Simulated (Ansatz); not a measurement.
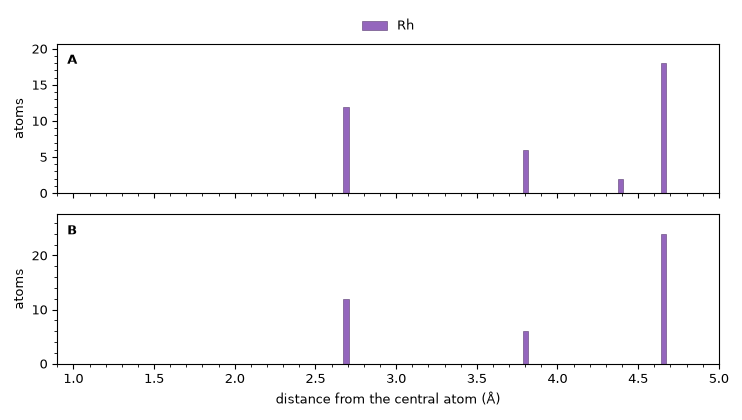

Neighbour shells computed from the structure of Rh: each bar gives the number of atoms of one element at one distance (within 0.03 Å) from a central atom. Structure used: the geometry relaxed with DFT, r2SCAN, plane waves (500 eV) with PAW, scalar-relativistic (Ansatz); the starting structure was generated, so it need not be a known form of this composition.

```
a = 2.689 Å, b = 2.689 Å, c = 8.781 Å, α = 90.00°, β = 90.00°, γ = 120.00°
Rh1  0.0000  0.0000  0.0000
Rh2  0.0000  0.0000  0.5000
Rh3  0.3333  0.6667  0.2500
Rh4  0.6667  0.3333  0.7500
```

Question: Which atom of the list is the centre of each panel?

Answer: panel A: Rh1 (or an equivalent site: Rh2); panel B: Rh3 (or an equivalent site: Rh4).

Question: List the closest shells (up to six) of each central atom.

Answer: Panel A: 12 Rh at 2.69 Å, 6 Rh at 3.80 Å, 2 Rh at 4.39 Å, 18 Rh at 4.66 Å
Panel B: 12 Rh at 2.69 Å, 6 Rh at 3.80 Å, 24 Rh at 4.66 Å
